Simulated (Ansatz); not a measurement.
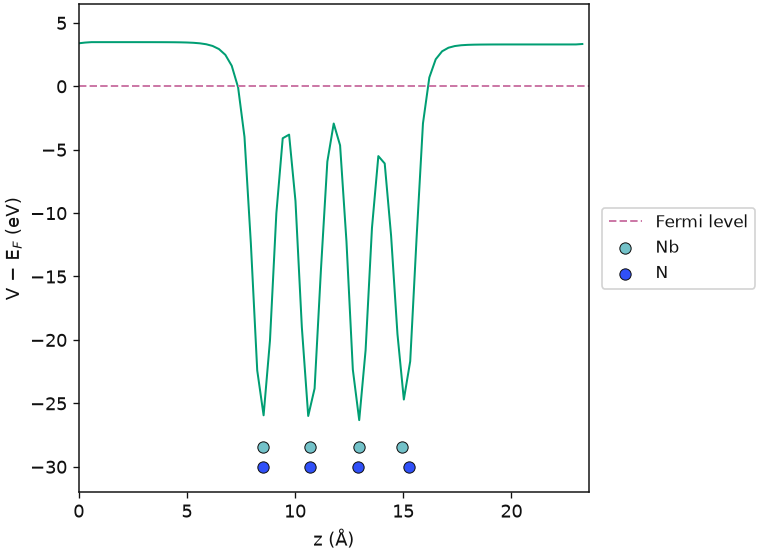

Plane-averaged electrostatic potential energy of an electron across the slab; circles at the bottom mark the heights of the atoms (positions after relaxation). System: a (100) slab cut from NbN (Fm-3m), ended by NbN planes, 8 atoms in the cell. Level of theory: DFT PBEsol, scalar-relativistic, plane waves, PAW, no spin polarisation, 9×9×1 k mesh, Gaussian smearing of 0.1 eV; code Ansatz.

The work function is 3.29 eV at the right face and 3.48 eV at the left. The vacuum levels differ by 0.18 eV, so the slab carries a dipole along its normal. Some atoms were held fixed in the relaxation, which can itself make the faces differ. The outermost atoms are 6.7 Å apart, which leaves 16.8 Å of vacuum in a cell 23.6 Å high.
